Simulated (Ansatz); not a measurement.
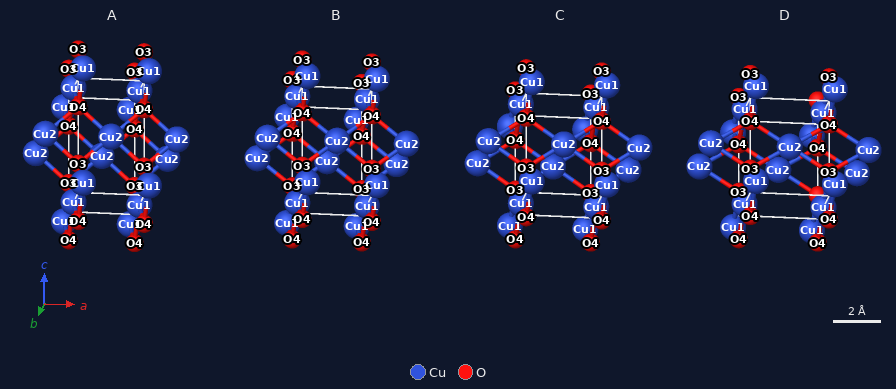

4 geometries from one relaxation of crystalline CuO (a generated structure, set up in P4_2/mmc), in shuffled order. Style: ball-and-stick. Shown: the cell of the calculation, from a free direction.

The run lets cell and atoms move.

These are results of Kohn-Sham DFT of a periodic cell, PBE, Ansatz PAW in Ansatz 0.2.0, not measurements. Settings: plane-wave cutoff 420 eV; k-point mesh 8 × 8 × 6; occupations fermi-dirac; smearing width 0.05 eV; target pressure 10 GPa; no spin polarisation; cell and atoms relaxed; force threshold 0.01 eV/Å; at most 40 steps.

Put them in the order of the run, from the start to the converged end.

D, C, B, A. They are steps 0, 1, 3, 12, at +352 meV per atom, +185 meV per atom, +32.2 meV per atom relative to the last. The atoms keep their places relative to the cell (all moves are under 0.005 Å). The volume changes by −15.9 %, with a = b 3.422 → 2.858 Å (−16.5 %), c 4.260 → 5.139 Å (+20.6 %). Among the contacts that change: Cu1–O3 2.015 → 1.921 Å. Among the angles between lasting bonds that change: O3–Cu1–O3 116.2° → 96.1°, Cu1–O3–Cu1 116.2° → 96.1°, O3–Cu1–O4 63.8° → 83.9°. The space group stays P4_2/mmc (No. 131). After 9 accepted moves (12 points after the start) the energy has fallen by 352 meV per atom. With the target pressure of 10 GPa, the enthalpy E + pV changes by −475 meV per atom. All forces vanish by symmetry, so only the cell relaxes. Pressure: −2.77 GPa at the start and 10.00 GPa at the end. The SCF was repeated 3 times at an unchanged geometry on a basis and grid sized afresh for the cell, which shifted the energy by 17.0 meV per atom at most. Cost: 26 s on 2 threads of Arm Neoverse V2 (shared host), peak memory 0.33 GiB.
